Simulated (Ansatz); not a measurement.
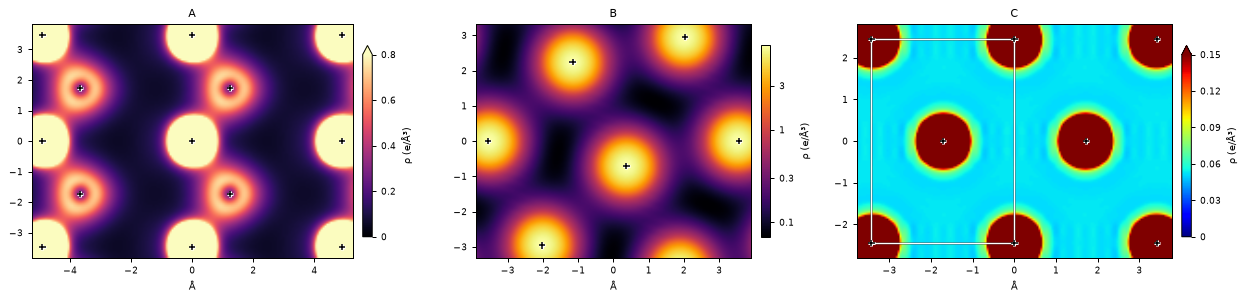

The valence charge density (pseudo) of 3 systems, each on a plane through atoms (crosses mark nuclei in the plane).

Computed with DFT PBEsol, scalar-relativistic, plane waves, PAW in Ansatz 0.2.0.

System 1: Bi, the (010) plane of the conventional cell. Space group C2/m; changed on purpose from its base cell (volume × 1.03, shape and atoms relaxed).

```xyz
4
Lattice="7.0944 0.0000 -0.3450 0.0000 6.3459 0.0000 -1.3837 0.0000 3.0306" Properties=species:S:1:pos:R:3 pbc="T T T"
Bi    1.6070    0.0000    0.2751
Bi    5.1542    3.1730    0.1026
Bi    0.5566    3.1730    2.5830
Bi    4.1038    0.0000    2.4106
```

System 2: Li, the (101̄) plane of the conventional cell. Space group I4/mmm; changed on purpose from its base cell (strain along c alone, the other axes held, atoms relaxed: +2.0 %).

System 3: TiB, the (110) plane of the conventional cell. Space group F-43m; computed without spin polarisation.

```
Ti B
1.0
     4.90668    0.00000    0.00000
     0.00000    0.00000   -4.90668
     0.00000    4.90668    0.00000
Ti B
4 4
Direct
  0.75000 0.75000 0.25000
  0.25000 0.75000 0.75000
  0.25000 0.25000 0.25000
  0.75000 0.25000 0.75000
  0.50000 0.50000 0.00000
  0.00000 0.50000 0.50000
  0.00000 0.00000 0.00000
  0.50000 0.00000 0.50000
```

**Match each panel to its system.**

Panel A is system 3, TiB: the plane holds Ti and B. Ti–B (2.12 Å): the density is about 0.54 e/Å³ at the midpoint. Panel B is system 1, Bi: the plane holds Bi. Bi–Bi (3.29 Å): the density is about 0.2 e/Å³ at the midpoint. Panel C is system 2, Li: the plane holds Li. Li–Li (2.99 Å): ρ is about 0.05 e/Å³ halfway.
